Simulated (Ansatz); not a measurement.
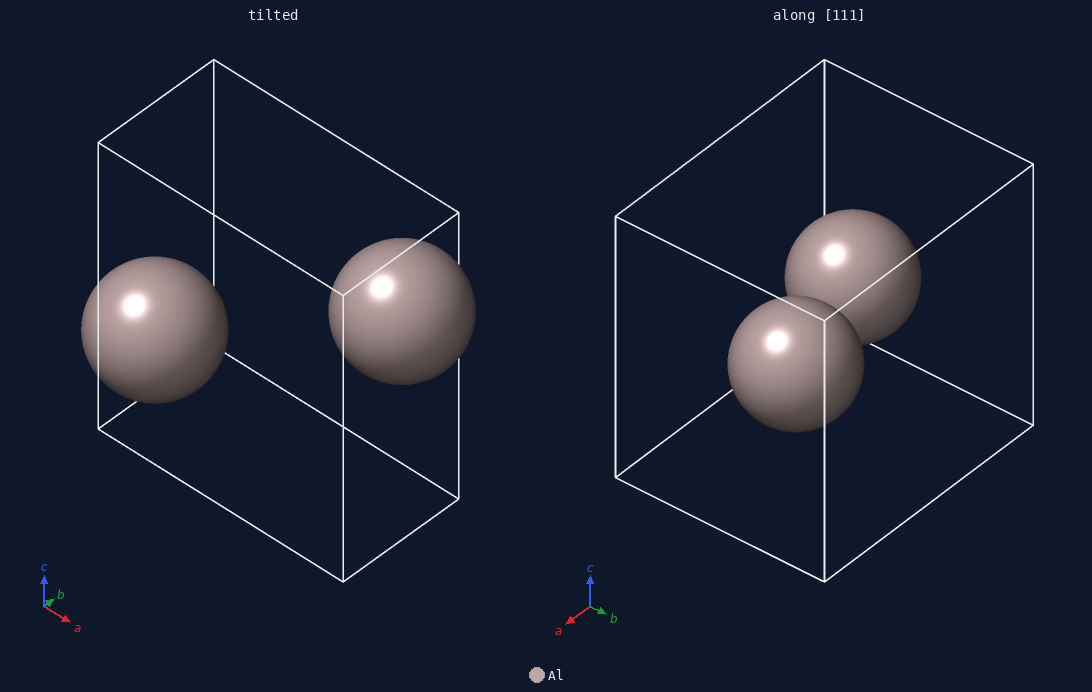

Spheres-only drawing of the structure, looking slightly off an axis and along [111]. The wireframe shows the conventional unit cell. Cell: a = 2.812 Å, b = 4.867 Å, c = 2.812 Å, α = 90.00°, β = 120.00°, γ = 90.00°.

Describe the crystal.

The element is aluminium. The structure has P2_1/m (No. 11) symmetry and a primitive monoclinic lattice. The cell holds two atoms.

The structure comes from a structure listed in the Materials Project. The cell was then strained or its atoms displaced on purpose. It was run through Ansatz as a DFT input.
